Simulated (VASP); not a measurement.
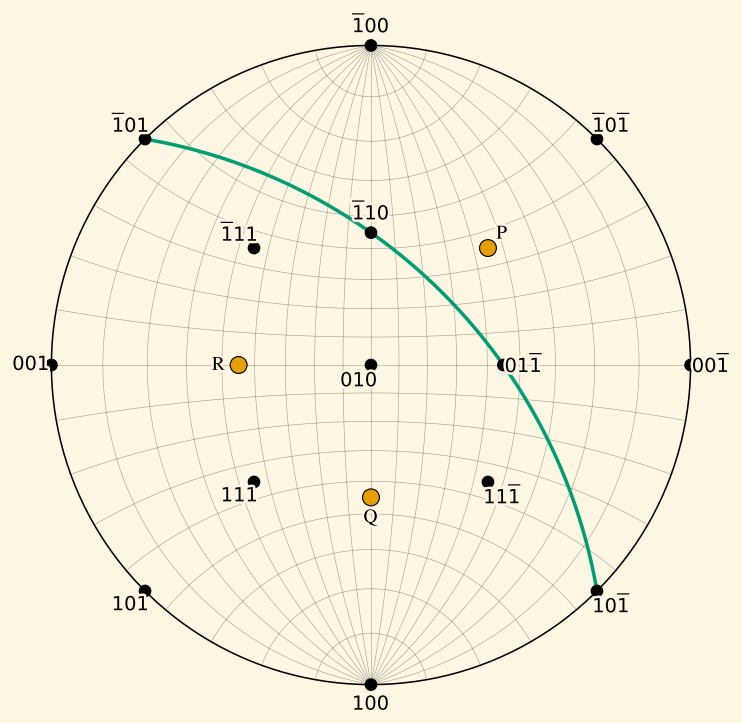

For Si, coordinates from a relaxation with VASP 6.6.1, VASP Kohn-Sham DFT of a periodic cell, r2SCAN, VASP PAW PBE potentials, recommended: stereographic projection of plane normals (upper hemisphere) centred on (0 1 0). Symmetry computed with spglib at a tolerance of 0.002 Å; standard conventional cell.

a = 5.440 Å, b = 5.440 Å, c = 5.440 Å, α = 90.00°, β = 90.00°, γ = 90.00°.

Question: Index the poles marked P, Q, R.

Answer: P is (−1 1 −1), 54.7° from the centre; Q is (1 1 0), 45.0° from the centre; R is (0 1 1), 45.0° from the centre.

Question: Which zone does the coloured great circle trace?

Answer: The zone [1 1 1]: its poles satisfy h + k + l = 0.

Question: What is the angle between the normals of (0 1 1) and (−1 0 0), and what are their d_hkl = 1/|g|?

Answer: 90.0°; d = 3.847 Å and 5.440 Å.
